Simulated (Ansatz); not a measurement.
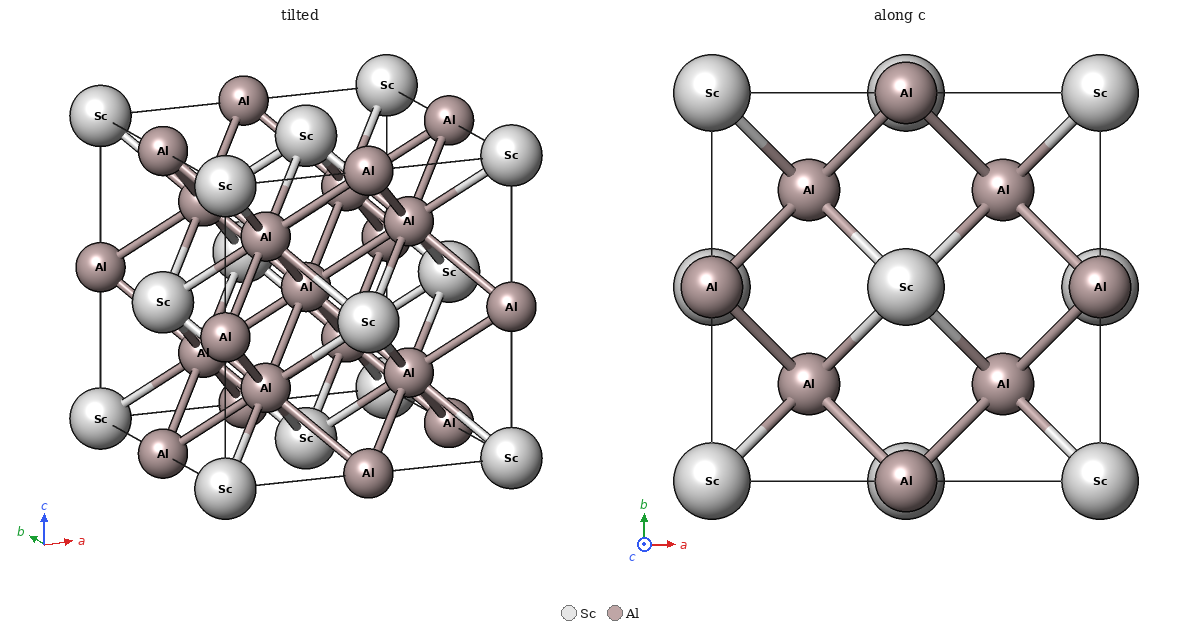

A ball-and-stick rendering, viewed slightly off an axis and along the c axis. Atoms at the boundary of the conventional unit cell (the box) are drawn once for each face, edge or corner they touch. Cell: a = 6.60 Å, b = 6.60 Å, c = 6.60 Å, α = 90.00°, β = 90.00°, γ = 90.00°.

Its origin is a random cell made by a generator, so it need not be a real form of the compound. Earlier steps of the study may have refined or changed the cell and positions. A calculation with Ansatz used it as input.

### Describe the crystal.

Its composition is ScAl₃. The atoms follow space group Fm-3m (No. 225); the Bravais lattice is face-centred cubic. The structure type is D0₃ (BiF₃ or Fe₃Al type). Content of the cell: 4 Sc, 12 Al (Z = 4). Each Sc has eight Al in a cubic arrangement at about 2.9 Å. Al takes two kinds of site: 4b with eight Al in a cubic arrangement at about 2.9 Å; 8c with four Sc and four Al in a cubic arrangement (about 2.9 Å to Sc, 2.9 Å to Al). The bonds build a three-dimensional framework.

The calculation used Ansatz 0.2.0, DFT PBE, scalar-relativistic, plane waves, PAW, with plane waves to 420 eV, k-points about 0.14 Å⁻¹ apart, Gaussian smearing of 0.1 eV, no spin polarisation.

### How large a gap does the method give, if there is one?

A metal: bands cross the Fermi level.

### Predict the Bader charges.

Sc +1.12 e; Al -0.57 to +0.03 e.

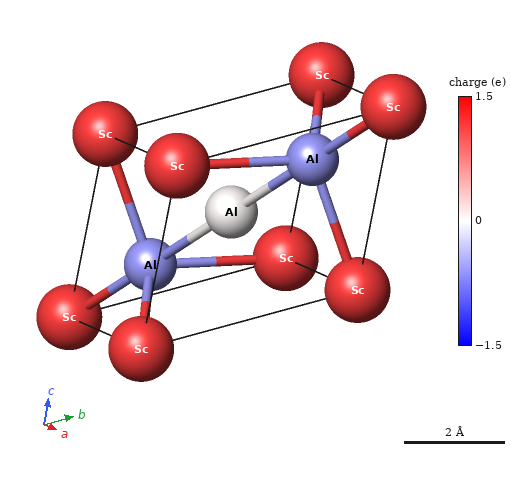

The atoms coloured by those charges. The run's cell of 4 atoms is drawn, so axes and origin can differ from the first picture.

### Is the structure relaxed at this level of theory?

Yes. All forces vanish to within 0.01 eV/Å. The pressure is 0.0 GPa, close to zero.
